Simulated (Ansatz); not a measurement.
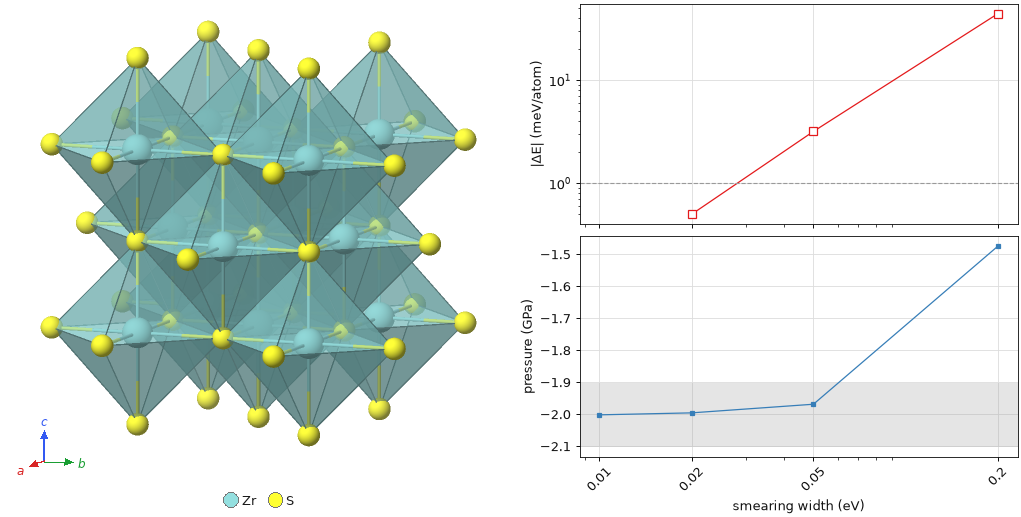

Beside the plot: the structure in its conventional cell.

Scan of the smearing width.
- system: ZrS (Fm-3m, 2 atoms in the cell)
- method: Ansatz 0.2.0, DFT r2SCAN, scalar-relativistic, plane waves, PAW; cutoff 500 eV, 14×14×14 k-mesh, Fermi–Dirac smearing
ΔE is the free energy less its value at the smallest setting, 0.01 eV.
Dashed lines or grey bands mark the tolerance: 1 meV/atom and 0.1 GPa.
On logarithmic panels, open markers lie below the reference value and filled ones above.

From which setting is the free energy converged to 1 meV/atom?

Answer. The free energy is within 1 meV/atom of the smallest setting's value from 0.02 eV down. It is off by 44 meV/atom at 0.2 eV and 3.2 meV/atom at 0.05 eV (always below it). The free energy falls with the width because it holds the −TS term of the fractional occupations.

How does the pressure behave (tolerance 0.1 GPa)?

Answer. The pressure is within 0.1 GPa of the smallest setting's value from 0.05 eV down. It is −1.47 GPa at 0.2 eV and −2.00 GPa at 0.01 eV.
